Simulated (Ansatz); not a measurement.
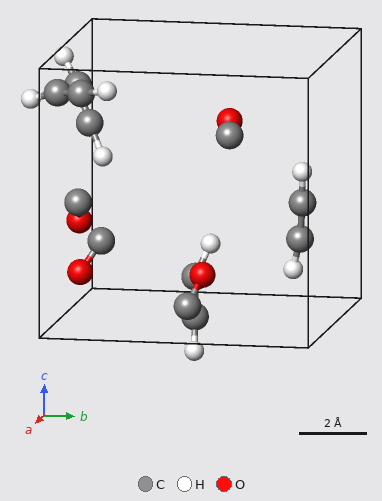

Starting frame of a dynamics run of a periodic cell with 4 C2H2 + 4 CO at 0.637 g/cm³. It starts from the last geometry of an earlier run, with fresh velocities. The picture is a ball-and-stick view of the simulation cell, seen slightly off an axis.

Theory: DFT PBE-D3(BJ), scalar-relativistic, plane waves, PAW (Ansatz 0.2.0).

Input file:
```yaml
crystal:
  lattice:
    - [8.258241, 0.0, 0.0]
    - [0.0, 8.258241, 0.0]
    - [0.0, 0.0, 8.258241]
  atoms:
    - { symbol: C, position: [0.10036645, 0.79828036, 0.36220933] }
    - { symbol: C, position: [0.06757359, 0.78267165, 0.22171781] }
    - { symbol: H, position: [0.04135741, 0.75218719, 0.10309358] }
    - { symbol: H, position: [0.12944081, 0.80267904, 0.48266936] }
    - { symbol: C, position: [0.78073932, 0.02189034, 0.86807872] }
    - { symbol: C, position: [0.88038763, 0.1295138, 0.88741221] }
    - { symbol: H, position: [0.94826851, 0.23868227, 0.91220013] }
    - { symbol: H, position: [0.72451742, -0.08853656, 0.83091643] }
    - { symbol: C, position: [0.27388765, -0.00185795, 0.80216152] }
    - { symbol: C, position: [0.32491589, 0.05157181, 0.67275624] }
    - { symbol: H, position: [0.36918965, 0.10896206, 0.55813552] }
    - { symbol: H, position: [0.20983246, -0.06714559, 0.89450242] }
    - { symbol: C, position: [0.21641116, 0.42217677, 0.09605769] }
    - { symbol: C, position: [0.26324548, 0.43092247, -0.04334559] }
    - { symbol: H, position: [0.29959812, 0.43515354, -0.1638258] }
    - { symbol: H, position: [0.17782978, 0.47179225, 0.2131182] }
    - { symbol: O, position: [0.77146468, 0.10133256, 0.39532127] }
    - { symbol: C, position: [0.87938238, 0.11797792, 0.48291692] }
    - { symbol: O, position: [0.40119779, 0.03150123, 0.13273897] }
    - { symbol: C, position: [0.35727648, 0.10116023, 0.24280783] }
    - { symbol: O, position: [-0.02978573, 0.50195762, 0.63067821] }
    - { symbol: C, position: [0.10105983, 0.52749475, 0.60218381] }
    - { symbol: O, position: [0.68804131, 0.54245371, 0.19401304] }
    - { symbol: C, position: [0.76493387, 0.50193999, 0.09054746] }
basis:
  ecutwfc: 420.0
kpoints:
  mp_grid: { grid: [1, 1, 1] }
hamiltonian:
  xc: pbe
  dispersion: d3bj
scf:
  occupations: { method: fermi_dirac, width: 0.02 }
  lower_state_search: "off"
md:
  timestep: 0.75
  n_steps: 270
  ensemble: nve
  temperature: 500.0
  initial_velocities: maxwell_boltzmann
  seed: 926278
```

Run as
```bash
ansatz run input.yaml --threads 1 --pin off --max-ram 3072MiB --backend cpu --events-out ev --progress --plain --runs-dir out
```

Question: What does the trajectory do?

Answer: Over the second half the temperature averages 411 K (spread ±30 K). The potential energy in the second half lies on average 11.2 meV per atom above the first frame. Root-mean-square distances from the starting positions over the second half, with the common drift of all atoms taken out: H 1.56 Å, O 0.84 Å, C 0.69 Å. The heavy atoms stay within a fraction of a molecule's size of their starting places, while the hydrogen atoms travel further, as molecules turn; so short a run doesn't tell a liquid from a solid.

Along the run (each row but the first and the last is the mean over the interval that it begins):

| time (fs) | potential energy (meV/atom) | T (K) |
| --- | --- | --- |
| 0.0 | 0.0 | 500 |
| 24.8 | 11.6 | 407 |
| 49.5 | 12.7 | 399 |
| 74.2 | 12.8 | 398 |
| 99.0 | 12.2 | 403 |
| 123.8 | 11.2 | 411 |
| 148.5 | 12.5 | 401 |
| 173.2 | 9.9 | 421 |
| 198.0 | 15.5 | 378 |

The paths of the atoms:

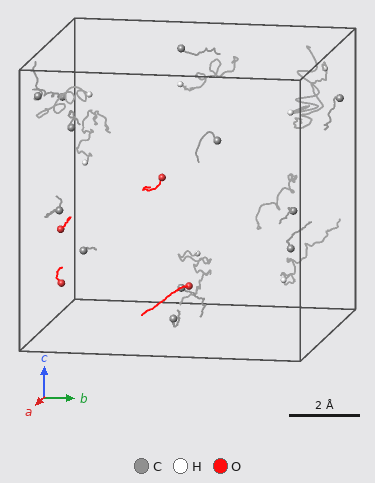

Limits of the set-up: the periodic images lie only 8.3 Å apart, so the values are limited by the cell's size.

Cost: 32 min on 1 thread of Intel(R) Xeon(R) Processor @ 2.50GHz (Skylake/Cascade Lake), with other jobs on the host, peak memory 0.59 GiB.
